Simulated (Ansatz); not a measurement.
Input of the run:

```
crystal:
  lattice:
    - [3.0803621761, 0.0, 0.0]
    - [0.0, 7.5453155543, 0.0]
    - [0.0, 0.0, 25.6706875893]
  atoms:
    - { symbol: Si, position: [0.5, 0.6666666667, 0.2921620223] }
    - { symbol: C, position: [0.5, 0.4166666667, 0.2921620223] }
    - { symbol: Si, position: [0.0, 0.3333333333, 0.3268016853] }
    - { symbol: C, position: [0.0, 0.0833333333, 0.3268016853] }
    - { symbol: Si, position: [0.5, 0.0, 0.3614413482] }
    - { symbol: C, position: [0.5, 0.75, 0.3614413482] }
    - { symbol: Si, position: [0.0, 0.6666666667, 0.3960810112] }
    - { symbol: C, position: [0.0, 0.4166666667, 0.3960810112] }
    - { symbol: Si, position: [0.5, 0.3333333333, 0.4307206741] }
    - { symbol: C, position: [0.5, 0.0833333333, 0.4307206741] }
    - { symbol: Si, position: [0.0, 0.0, 0.4653603371] }
    - { symbol: C, position: [0.0, 0.75, 0.4653603371] }
    - { symbol: Si, position: [0.5, 0.6666666667, 0.5] }
    - { symbol: C, position: [0.5, 0.4166666667, 0.5] }
    - { symbol: Si, position: [0.0, 0.3333333333, 0.5346396629] }
    - { symbol: C, position: [0.0, 0.0833333333, 0.5346396629] }
    - { symbol: Si, position: [0.5, 0.0, 0.5692793259] }
    - { symbol: C, position: [0.5, 0.75, 0.5692793259] }
    - { symbol: Si, position: [0.0, 0.6666666667, 0.6039189888] }
    - { symbol: C, position: [0.0, 0.4166666667, 0.6039189888] }
    - { symbol: Si, position: [0.5, 0.3333333333, 0.6385586518] }
    - { symbol: C, position: [0.5, 0.0833333333, 0.6385586518] }
    - { symbol: Si, position: [0.0, 0.0, 0.6731983147] }
    - { symbol: C, position: [0.0, 0.75, 0.6731983147] }
    - { symbol: Si, position: [0.5, 0.6666666667, 0.7078379777] }
    - { symbol: C, position: [0.5, 0.4166666667, 0.7078379777] }
basis:
  ecutwfc: 500
kpoints:
  mp_grid: { grid: [9, 4, 1] }
hamiltonian:
  xc: r2scan
scf:
  occupations: { method: gaussian, width: 0.05 }
output:
  forces: true
  eigenvalues: true
  write_density: true
  write_potential: true
  elf: true
  volumetric_format: npy
relax:
  adjacent_minimum: "off"
  f_tol: 0.02
  max_steps: 60
efield:
  axis: 3
  dipole_correction: true
  ramp_width: 0.04
```

Command:
```bash
ansatz run input.yaml --threads 4 --pin off --max-ram 10240MiB --backend cpu --events-out ev --progress --plain --runs-dir out
```

What does the potential across the slab give for the work function?

The work function is 4.33 eV at the right face and 5.51 eV at the left. The vacuum level is 1.18 eV higher at the left than at the right, so the slab carries a dipole along its normal; the ramp in the vacuum, at or near the edge of the plot, is the dipole correction that keeps each side flat. The outermost atoms are 10.6 Å apart, which leaves 15.0 Å of vacuum in a cell 25.7 Å high.

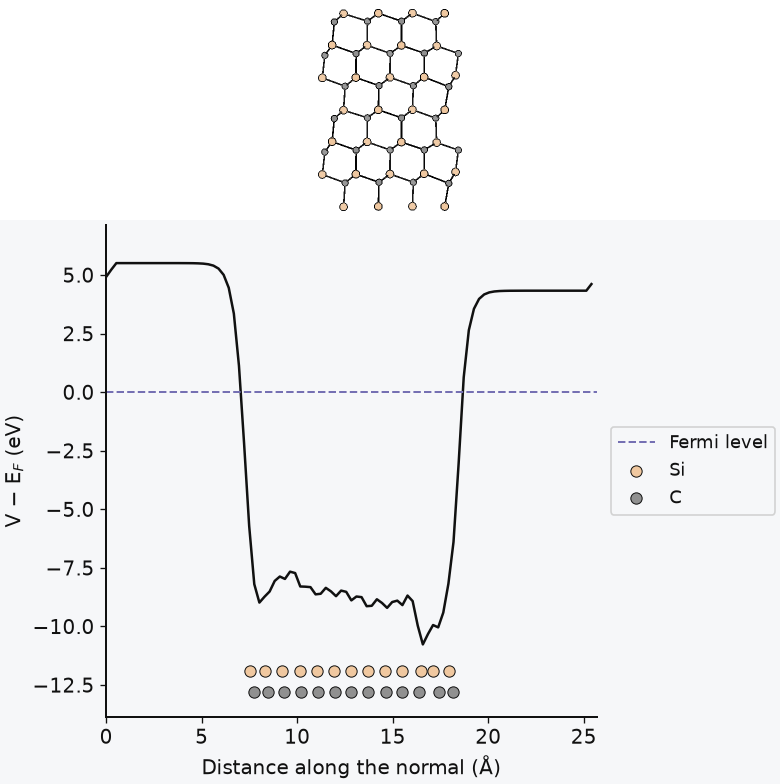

Plane-averaged electrostatic potential energy of an electron across the slab; circles at the bottom mark the heights of the atoms (positions after relaxation). The structure is drawn too.
